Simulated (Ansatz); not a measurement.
# Ti: geometry relaxation (part 2 of 3)

Continued. System: Ti (slab, 16 atoms in the cell). Method: DFT PBE+D3(BJ), scalar-relativistic, plane waves, PAW, no spin polarisation (Ansatz 0.2.0); cutoff 420 eV, 4×4×1 k-mesh, Gaussian smearing of 0.1 eV. The structure derives from an entry of the Crystallography Open Database. The input holds or restrains some coordinates. Forces given for the steps count only the free coordinates. It belongs to a series of runs on one base structure; here: clean slab, lower planes held.

Geometry of the input (Å; fractional positions):
```
5.7729  0.0000  0.0000
-2.8865  4.9995  0.0000
0.0000  0.0000  22.8611
Ti 0.3333  0.1667  0.3499
Ti 0.3333  0.6667  0.3499
Ti 0.8333  0.1667  0.3499
Ti 0.8333  0.6667  0.3499
Ti 0.1667  0.3333  0.4500
Ti 0.1667  0.8333  0.4500
Ti 0.6667  0.3333  0.4500
Ti 0.6667  0.8333  0.4500
Ti 0.3333  0.1667  0.5500
Ti 0.3333  0.6667  0.5500
Ti 0.8333  0.1667  0.5500
Ti 0.8333  0.6667  0.5500
Ti 0.1667  0.3333  0.6501
Ti 0.1667  0.8333  0.6501
Ti 0.6667  0.3333  0.6501
Ti 0.6667  0.8333  0.6501
```

### Output, continued
```
  k-point 0: bands = ["-53.7088", "-53.6629", "-53.6135", "-53.6135", "-53.6135", "-53.5590", "-53.5590", "-53.5590", "-53.4868", "-53.4076", "-53.3928", "-53.3928", "-53.3928", "-53.3446", "-53.3446", "-53.3446", "-30.2275", "-30.2074", "-30.2074", "-30.2074", "-30.1809", "-30.1809", "-30.1809", "-30.1384", "-30.1371", "-30.1371", "-30.1371", "-30.0731", "-30.0731", "-30.0731", "-29.8798", "-29.8798", "-29.8798", "-29.8110", "-29.8110", "-29.8110", "-29.7604", "-29.7600", "-29.7600", "-29.7600", "-29.7281", "-29.7281", "-29.7281", "-29.6363", "-29.6363", "-29.6363", "-29.6262", "-29.6262", "-29.5856", "-29.5856", "-29.5601", "-29.5601", "-29.5601", "-29.5582", "-29.5582", "-29.5582", "-29.4882", "-29.4755", "-29.4755", "-29.4755", "-29.4327", "-29.4327", "-29.3740", "-29.3740", "-2.7182", "-1.7404", "-0.5428", "0.2184", "0.5409", "0.5409", "0.5409", "0.6804", "0.6804", "0.6804", "0.8935", "0.8935", "0.8935", "1.0703", "1.0703", "1.0703", "1.6217", "1.6217", "1.6217", "1.9822", "1.9822", "1.9822", "2.3724", "2.3724", "2.3724", "2.8546", "3.0916", "3.2209", "3.2209", "3.2209", "3.6005", "3.6380", "3.6943", "3.6943", "3.6943", "3.8352", "3.8352", "3.9000", "3.9000", "3.9000", "3.9038", "3.9038", "4.0064", "4.0064", "4.1629", "4.2593", "4.2593", "4.2593", "4.2871", "4.2871", "4.4505", "4.4505"]
  k-point 1: bands = ["-53.6950", "-53.6479", "-53.6275", "-53.6135", "-53.6135", "-53.5744", "-53.5590", "-53.5590", "-53.4736", "-53.4074", "-53.3979", "-53.3929", "-53.3929", "-53.3531", "-53.3445", "-53.3445", "-30.1983", "-30.1646", "-30.1646", "-30.1411", "-30.1407", "-30.1407", "-30.1245", "-30.1185", "-30.1057", "-30.1057", "-30.0911", "-30.0553", "-30.0553", "-30.0549", "-29.8761", "-29.8761", "-29.8654", "-29.8172", "-29.8172", "-29.7974", "-29.7974", "-29.7914", "-29.7892", "-29.7666", "-29.7666", "-29.7406", "-29.7077", "-29.7046", "-29.6580", "-29.6460", "-29.6376", "-29.6376", "-29.6283", "-29.6069", "-29.6049", "-29.6049", "-29.5420", "-29.5372", "-29.5372", "-29.5327", "-29.5230", "-29.5137", "-29.5137", "-29.4688", "-29.4603", "-29.4520", "-29.4445", "-29.3884", "-2.2767", "-1.3184", "-0.1396", "0.1289", "0.5091", "0.6001", "0.7176", "0.7176", "0.8981", "0.8981", "0.9312", "1.1061", "1.1061", "1.3200", "1.4161", "1.4161", "1.7872", "1.7872", "1.7896", "2.1216", "2.1528", "2.1528", "2.3425", "2.3933", "2.3933", "2.7042", "2.9758", "3.1520", "3.1520", "3.1949", "3.2258", "3.3429", "3.3429", "3.3815", "3.4279", "3.5690", "3.6292", "3.6638", "3.6638", "3.8350", "3.8350", "3.8937", "3.9162", "4.0153", "4.0339", "4.0610", "4.0610", "4.0802", "4.1251", "4.1678", "4.1701", "4.1701"]
  k-point 2: bands = ["-53.6614", "-53.6614", "-53.6135", "-53.6135", "-53.6114", "-53.6114", "-53.5591", "-53.5591", "-53.4411", "-53.4411", "-53.3929", "-53.3929", "-53.3749", "-53.3749", "-53.3445", "-53.3445", "-30.1299", "-30.1299", "-30.1069", "-30.1069", "-30.1007", "-30.1007", "-30.0973", "-30.0973", "-30.0459", "-30.0459", "-30.0395", "-30.0395", "-29.9378", "-29.9378", "-29.9233", "-29.9233", "-29.9001", "-29.9001", "-29.8700", "-29.8700", "-29.7974", "-29.7974", "-29.7601", "-29.7601", "-29.7445", "-29.7445", "-29.6992", "-29.6992", "-29.6935", "-29.6935", "-29.6792", "-29.6792", "-29.6577", "-29.6577", "-29.6145", "-29.6145", "-29.5755", "-29.5755", "-29.5571", "-29.5571", "-29.5302", "-29.5302", "-29.4975", "-29.4975", "-29.4927", "-29.4927", "-29.4240", "-29.4240", "-1.1212", "-1.1212", "-0.2889", "-0.2889", "0.7303", "0.7303", "0.9791", "0.9791", "1.1673", "1.1673", "1.3525", "1.3525", "1.3744", "1.3744", "1.9144", "1.9144", "2.0783", "2.0783", "2.1901", "2.1901", "2.2812", "2.2812", "2.4858", "2.4858", "2.4979", "2.4979", "2.5911", "2.5911", "2.8016", "2.8016", "2.8481", "2.8481", "2.9897", "2.9897", "3.1543", "3.1543", "3.3233", "3.3233", "3.3404", "3.3404", "3.5181", "3.5181", "3.7573", "3.7573", "3.8327", "3.8327", "3.8921", "3.8921", "3.9771", "3.9771", "4.2637", "4.2637"]
  k-point 3: bands = ["-53.6712", "-53.6375", "-53.6375", "-53.6221", "-53.6036", "-53.5853", "-53.5853", "-53.5482", "-53.4507", "-53.4175", "-53.4175", "-53.3824", "-53.3816", "-53.3593", "-53.3593", "-53.3387", "-30.1486", "-30.1051", "-30.1047", "-30.1007", "-30.1007", "-30.0916", "-30.0916", "-30.0883", "-30.0645", "-30.0326", "-30.0254", "-30.0254", "-29.9993", "-29.9993", "-29.9497", "-29.9327", "-29.8794", "-29.8499", "-29.8499", "-29.8324", "-29.8206", "-29.7723", "-29.7643", "-29.7643", "-29.7401", "-29.7401", "-29.7397", "-29.7186", "-29.7064", "-29.7064", "-29.6878", "-29.6681", "-29.6534", "-29.6217", "-29.6209", "-29.6209", "-29.5717", "-29.5516", "-29.5516", "-29.5454", "-29.5441", "-29.5066", "-29.5066", "-29.4897", "-29.4807", "-29.4807", "-29.4761", "-29.4272", "-1.4672", "-0.5717", "-0.1760", "-0.1760", "0.4459", "0.4459", "0.5455", "1.1738", "1.1738", "1.2363", "1.3320", "1.4161", "1.6846", "1.7285", "1.7285", "1.8087", "1.9219", "2.0671", "2.0671", "2.2692", "2.2692", "2.3720", "2.3763", "2.3763", "2.3837", "2.4557", "2.5819", "2.7514", "2.7658", "2.7658", "2.9128", "2.9128", "2.9794", "3.0344", "3.0444", "3.1166", "3.3855", "3.3932", "3.3948", "3.3948", "3.4871", "3.5504", "3.6144", "3.6867", "3.6867", "3.7474", "3.9483", "3.9483", "4.0775", "4.2070", "4.2070", "4.4103"]
--- Relaxed structure (4 steps of the walk, 4 accepted, 0 SCFs on fresh bases) ---
  F+E_penalty+E_count = -39994.77037900 eV   max|allowed force component| = 4.265e-3 eV/Å
  atoms:
    - { symbol: Ti, position: [0.3333333333333333, 0.16666666666666663, 0.3499390573999999] }
    - { symbol: Ti, position: [0.3333333333333333, 0.6666666666666666, 0.3499390573999999] }
    - { symbol: Ti, position: [0.8333333333333331, 0.16666666666666663, 0.3499390573999999] }
    - { symbol: Ti, position: [0.8333333333333333, 0.6666666666666666, 0.3499390573999999] }
    - { symbol: Ti, position: [0.16666666666666666, 0.33333333333333337, 0.4499796857999999] }
    - { symbol: Ti, position: [0.16666666666666663, 0.8333333333333334, 0.4499796857999999] }
    - { symbol: Ti, position: [0.6666666666666665, 0.3333333333333333, 0.4499796857999999] }
    - { symbol: Ti, position: [0.6666666666666665, 0.8333333333333334, 0.4499796857999999] }
    - { symbol: Ti, position: [0.3333333333333333, 0.16666666666666663, 0.5537528896820035] }
    - { symbol: Ti, position: [0.3333333333333333, 0.6666666666666666, 0.5537528896820035] }
    - { symbol: Ti, position: [0.8333333333333331, 0.16666666666666663, 0.5537528896820035] }
    - { symbol: Ti, position: [0.8333333333333333, 0.6666666666666666, 0.5537528896820035] }
    - { symbol: Ti, position: [0.16666666666666666, 0.33333333333333337, 0.6488864325662855] }
    - { symbol: Ti, position: [0.16666666666666663, 0.8333333333333334, 0.6488864325662855] }
    - { symbol: Ti, position: [0.6666666666666665, 0.3333333333333333, 0.6488864325662855] }
    - { symbol: Ti, position: [0.6666666666666665, 0.8333333333333334, 0.6488864325662855] }
```

### Trajectory as extended XYZ (Å, eV, eV/Å), 4 frames, from step=1 to step=4
```
16
Lattice="5.7729 0.0000 0.0000 -2.8865 4.9995 0.0000 0.0000 0.0000 22.8611" Properties=species:S:1:pos:R:3:forces:R:3 step=1 energy=-39994.62798
Ti    1.4432    0.8333    8.0000    0.0000   0.0000   0.4163
Ti    0.0000    3.3330    8.0000    0.0000   0.0000   0.4163
Ti    4.3297    0.8333    8.0000    0.0000   0.0000   0.4163
Ti    2.8865    3.3330    8.0000    0.0000   0.0000   0.4163
Ti    0.0000    1.6665   10.2870    0.0000   0.0000  -0.6595
Ti   -1.4432    4.1663   10.2870    0.0000   0.0000  -0.6595
Ti    2.8865    1.6665   10.2870    0.0000   0.0000  -0.6595
Ti    1.4432    4.1663   10.2870    0.0000   0.0000  -0.6595
Ti    1.4432    0.8333   12.5741    0.0000   0.0000   0.6596
Ti    0.0000    3.3330   12.5741    0.0000   0.0000   0.6596
Ti    4.3297    0.8333   12.5741    0.0000   0.0000   0.6596
Ti    2.8865    3.3330   12.5741    0.0000   0.0000   0.6596
Ti    0.0000    1.6665   14.8611    0.0000   0.0000  -0.4163
Ti   -1.4432    4.1663   14.8611    0.0000   0.0000  -0.4163
Ti    2.8865    1.6665   14.8611    0.0000   0.0000  -0.4163
Ti    1.4432    4.1663   14.8611    0.0000   0.0000  -0.4163
16
Lattice="5.7729 0.0000 0.0000 -2.8865 4.9995 0.0000 0.0000 0.0000 22.8611" Properties=species:S:1:pos:R:3:forces:R:3 step=2 energy=-39994.71265
Ti    1.4432    0.8333    8.0000    0.0000   0.0000   0.5183
Ti    0.0000    3.3330    8.0000    0.0000   0.0000   0.5183
Ti    4.3297    0.8333    8.0000    0.0000   0.0000   0.5183
Ti    2.8865    3.3330    8.0000    0.0000   0.0000   0.5183
Ti    0.0000    1.6665   10.2870    0.0000   0.0000  -0.4854
Ti   -1.4432    4.1663   10.2870    0.0000   0.0000  -0.4854
Ti    2.8865    1.6665   10.2870    0.0000   0.0000  -0.4854
Ti    1.4432    4.1663   10.2870    0.0000   0.0000  -0.4854
Ti    1.4432    0.8333   12.6827    0.0000   0.0000  -0.4339
Ti    0.0000    3.3330   12.6827    0.0000   0.0000  -0.4339
Ti    4.3297    0.8333   12.6827    0.0000   0.0000  -0.4339
Ti    2.8865    3.3330   12.6827    0.0000   0.0000  -0.4339
Ti    0.0000    1.6665   14.7848    0.0000   0.0000   0.4012
Ti   -1.4432    4.1663   14.7848    0.0000   0.0000   0.4012
Ti    2.8865    1.6665   14.7848    0.0000   0.0000   0.4012
Ti    1.4432    4.1663   14.7848    0.0000   0.0000   0.4012
16
Lattice="5.7729 0.0000 0.0000 -2.8865 4.9995 0.0000 0.0000 0.0000 22.8611" Properties=species:S:1:pos:R:3:forces:R:3 step=3 energy=-39994.76991
Ti    1.4432    0.8333    8.0000    0.0000   0.0000   0.4915
Ti    0.0000    3.3330    8.0000    0.0000   0.0000   0.4915
Ti    4.3297    0.8333    8.0000    0.0000   0.0000   0.4915
Ti    2.8865    3.3330    8.0000    0.0000   0.0000   0.4915
Ti    0.0000    1.6665   10.2870    0.0000   0.0000  -0.4782
Ti   -1.4432    4.1663   10.2870    0.0000   0.0000  -0.4782
Ti    2.8865    1.6665   10.2870    0.0000   0.0000  -0.4782
Ti    1.4432    4.1663   10.2870    0.0000   0.0000  -0.4782
Ti    1.4432    0.8333   12.6663    0.0000   0.0000  -0.0416
Ti    0.0000    3.3330   12.6663    0.0000   0.0000  -0.0416
Ti    4.3297    0.8333   12.6663    0.0000   0.0000  -0.0416
Ti    2.8865    3.3330   12.6663    0.0000   0.0000  -0.0416
Ti    0.0000    1.6665   14.8352    0.0000   0.0000   0.0282
Ti   -1.4432    4.1663   14.8352    0.0000   0.0000   0.0282
Ti    2.8865    1.6665   14.8352    0.0000   0.0000   0.0282
Ti    1.4432    4.1663   14.8352    0.0000   0.0000   0.0282
16
Lattice="5.7729 0.0000 0.0000 -2.8865 4.9995 0.0000 0.0000 0.0000 22.8611" Properties=species:S:1:pos:R:3:forces:R:3 step=4 energy=-39994.77038
Ti    1.4432    0.8333    8.0000    0.0000   0.0000   0.4863
Ti    0.0000    3.3330    8.0000    0.0000   0.0000   0.4863
Ti    4.3297    0.8333    8.0000    0.0000   0.0000   0.4863
Ti    2.8865    3.3330    8.0000    0.0000   0.0000   0.4863
Ti    0.0000    1.6665   10.2870    0.0000   0.0000  -0.4915
Ti   -1.4432    4.1663   10.2870    0.0000   0.0000  -0.4915
Ti    2.8865    1.6665   10.2870    0.0000   0.0000  -0.4915
Ti    1.4432    4.1663   10.2870    0.0000   0.0000  -0.4915
Ti    1.4432    0.8333   12.6594    0.0000   0.0000   0.0043
Ti    0.0000    3.3330   12.6594    0.0000   0.0000   0.0043
Ti    4.3297    0.8333   12.6594    0.0000   0.0000   0.0043
Ti    2.8865    3.3330   12.6594    0.0000   0.0000   0.0043
Ti    0.0000    1.6665   14.8343    0.0000   0.0000   0.0009
Ti   -1.4432    4.1663   14.8343    0.0000   0.0000   0.0009
Ti    2.8865    1.6665   14.8343    0.0000   0.0000   0.0009
Ti    1.4432    4.1663   14.8343    0.0000   0.0000   0.0009
```

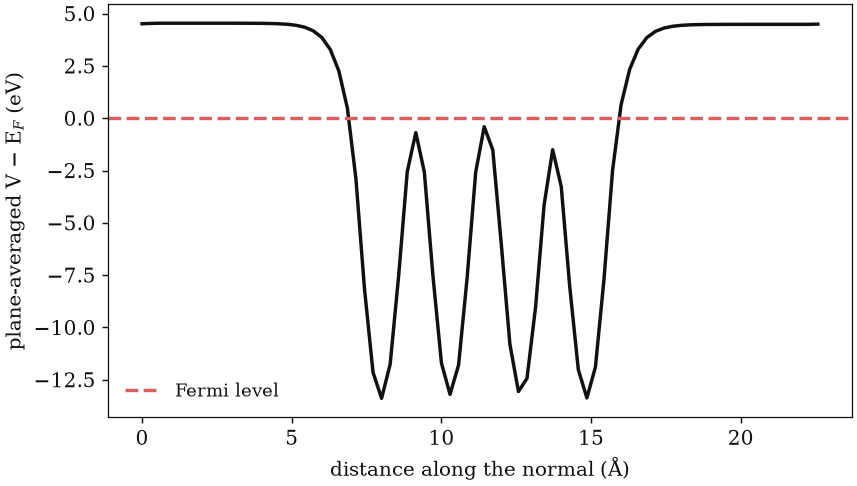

**Figure 1.** Plane average of the electrostatic potential energy of an electron across the cell, from the Fermi level. The vacuum level lies 4.49 eV above the Fermi level on the upper side and 4.54 eV on the lower.

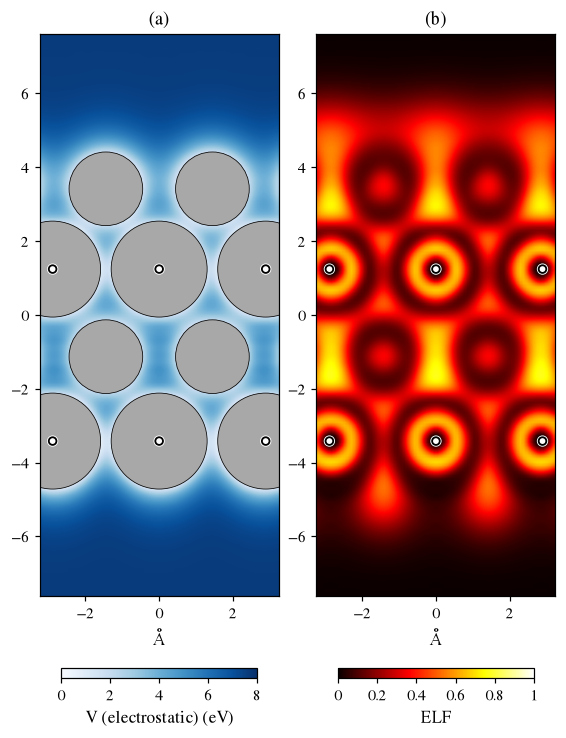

**Figure 2.** (a) electrostatic potential energy of an electron; (b) electron localisation function on the (100) plane of the calculation cell, a cut from vacuum to vacuum. Circles mark the nuclei in the plane (Ti). Grey discs, where drawn, cover atomic cores. Ti–Ti (2.89 Å): the ELF is about 0.25 at the midpoint (no localised pair between them). The strong features right at Ti lie inside the PAW spheres (semicore, d or f shells) and say nothing about bonding. The fields are those of the smooth PAW valence density.

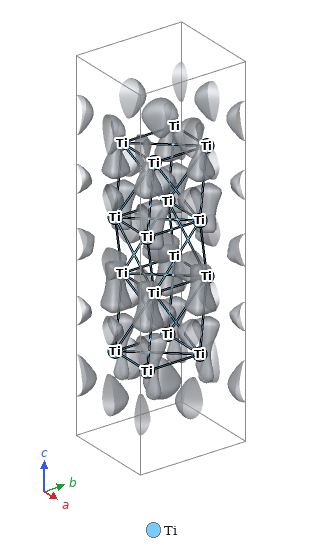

**Figure 3.** Isosurface of the ELF at 0.55 (grey), seen slightly off an axis. Core shells and regions of very low density are left out. Sticks mark near contacts. Along the contacts the grid gives the following. Ti–Ti (2.74 Å): the ELF is about 0.20 at the midpoint; no localised pair between them. Ti–Ti (2.83 Å): the ELF is about 0.20 at the midpoint (no localised pair between them).

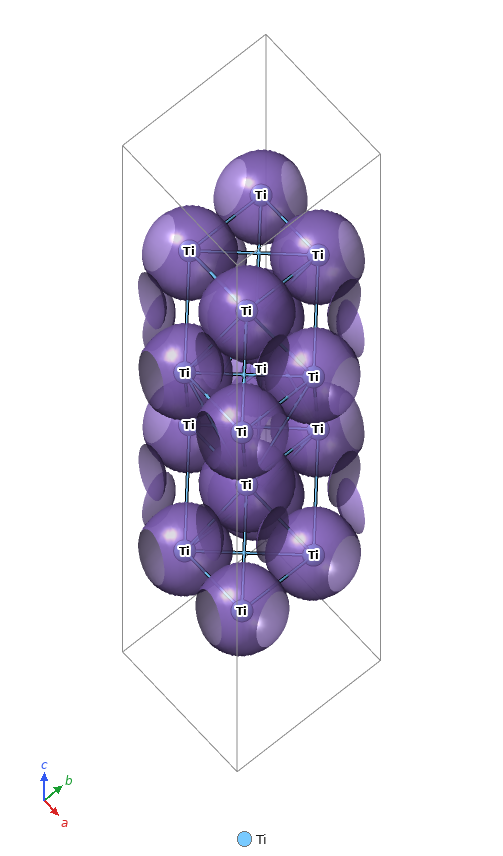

**Figure 4.** Isosurface of the valence electron density at 0.3 e/Å³ (purple), seen at an oblique angle. Sticks mark near contacts. At this value the density breaks into separate islands; it holds about 80 % of the electrons treated as valence (semicore included). It is pinched off along the Ti–Ti (2.74 Å), Ti–Ti (2.83 Å) and Ti–Ti (2.89 Å) contacts. On the grid the lowest density along these lines, outside the cores, is 0.23 e/Å³ (Ti–Ti, 2.74 Å), 0.21 e/Å³ (Ti–Ti, 2.83 Å) and 0.2 e/Å³ (Ti–Ti, 2.89 Å).

This output came from the following input.
